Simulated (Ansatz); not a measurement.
**Ti3H (slab): density, localisation and related maps**

```cif
data_structure
_symmetry_space_group_name_H-M 'P 1'
_symmetry_Int_Tables_number 1
_cell_length_a 4.6037
_cell_length_b 4.6037
_cell_length_c 22.4968
_cell_angle_alpha 90.000
_cell_angle_beta 90.000
_cell_angle_gamma 120.000
_cell_volume 412.93
loop_
_atom_site_label
_atom_site_type_symbol
_atom_site_fract_x
_atom_site_fract_y
_atom_site_fract_z
_atom_site_occupancy
Ti1 Ti 0.66667 0.33333 0.17780 1
Ti2 Ti 0.33333 0.66667 0.21957 1
Ti3 Ti 0.00000 0.00000 0.26135 1
Ti4 Ti 0.66667 0.33333 0.29805 1
Ti5 Ti 0.33333 0.66667 0.33046 1
Ti6 Ti 0.00000 0.00000 0.37769 1
H1 H 0.25726 0.00000 0.42614 1
H2 H 0.74274 0.00000 0.42614 1
```

A point of a scan over the structure, not its minimum; not relaxed (largest force 1.9 eV/Å); computed without spin polarisation; PAW files of the earlier set (soft_1).

Method: DFT PBE, scalar-relativistic, plane waves, PAW in Ansatz 0.2.0.

In a PAW calculation such maps are meaningful between the atoms, not at the nuclei.

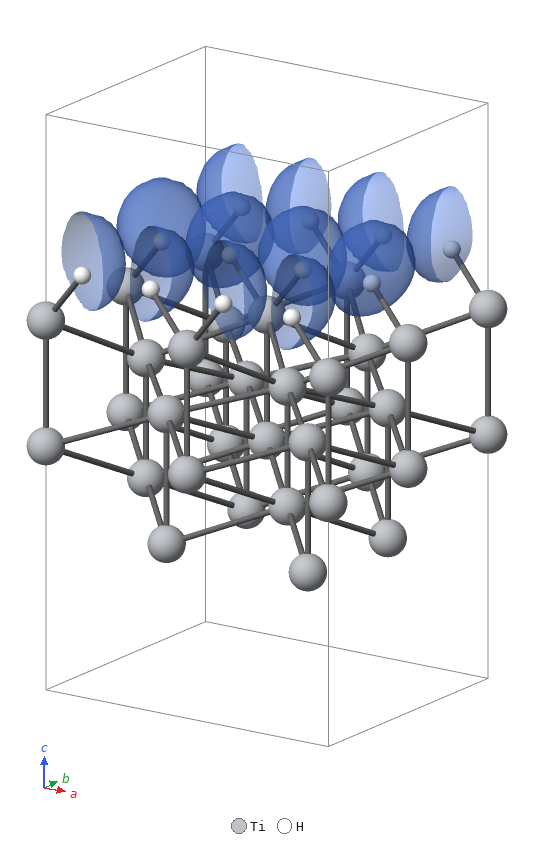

Figure 1. Isosurface of the electron localisation function at 0.85 (blue), seen slightly off an axis. Only the valence region is drawn (cores and ρ < 0.01 e/Å³ removed). Sticks mark near contacts.

Q: What do the ELF domains correspond to?

A: The ELF exceeds this value in two regions around hydrogen nuclei, counted in one cell of 8 atoms. Counts are for one cell; the picture repeats the cell along the surface. Profiles from the grid: Ti–H (1.61 Å): the ELF climbs to about 1 towards the hydrogen. Ti–Ti (2.49 Å): the ELF is about 0.15 at the midpoint; no localised pair shows between them.

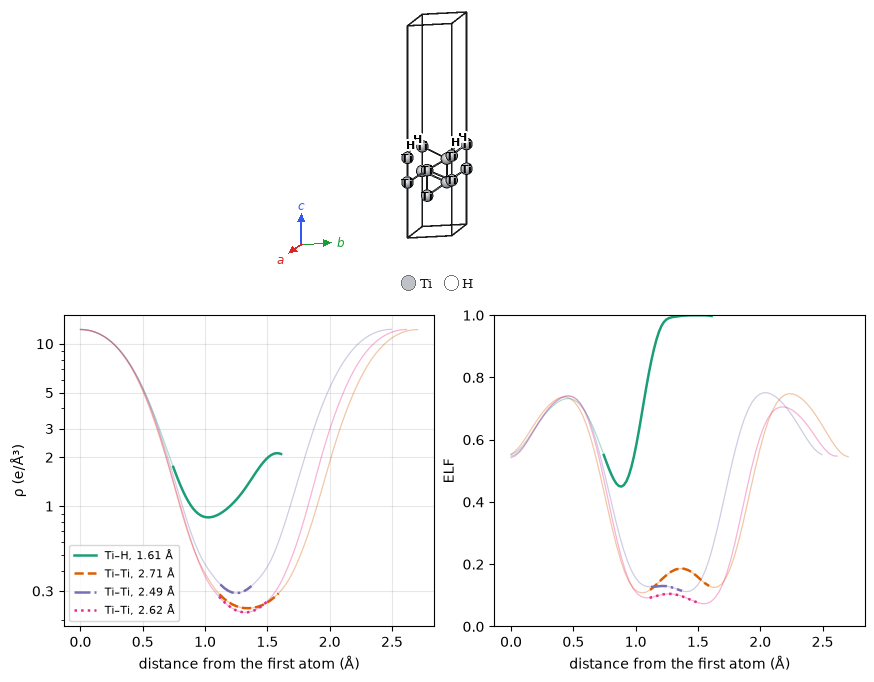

Figure 2. Valence electron density and ELF along straight lines between neighbouring atoms. Thin, pale parts lie inside the atomic spheres. The structure is drawn too.

Q: Compare the contacts.

A: Ti–H (1.61 Å): the density is about 1.3 e/Å³ at the midpoint; the ELF climbs to about 1 towards the hydrogen.
Ti–Ti (2.71 Å): ρ is about 0.24 e/Å³ halfway; the ELF is about 0.20 at the midpoint: no shared electron pair shows on this line.
Ti–Ti (2.49 Å): ρ at the midpoint is about 0.29 e/Å³; the ELF is about 0.15 at the midpoint (no localised pair shows between them).
Ti–Ti (2.62 Å): the density is about 0.22 e/Å³ at the midpoint; the ELF is about 0.10 at the midpoint: no shared electron pair shows on this line.

Q: Metal or insulator at this level of theory?

A: It is gapless in this calculation (a metal or semimetal).
